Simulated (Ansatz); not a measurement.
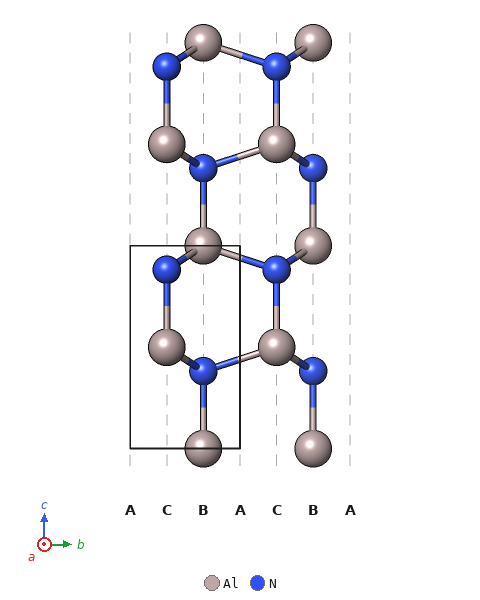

The picture looks along a close-packed row of the hexagonal mesh; c points upwards. The dashed lines mark the three columns A (0, 0), B (1/3, 2/3) and C (2/3, 1/3). The sequence starts with the first layer at or above the cell's origin.

AlN. Coordinates: the end point of a relaxation with DFT, HSE06, plane waves, PAW (Ansatz 0.2.0).

> List the layers of one repeat.

Al(B) – N(B) – Al(C) – N(C) (four layers in 4.97 Å).

> How are the N layers alone stacked?

N layers alone: BC, the hexagonal close-packed type.

> Which positions between or in the N layers do the other atoms fill?

Al: two tetrahedral sites in each hexagonal cell.

> What short polytype symbol fits?

Polytype symbol 2H, the symbol of a tetrahedral polytype (number of double layers in the repeat and lattice).
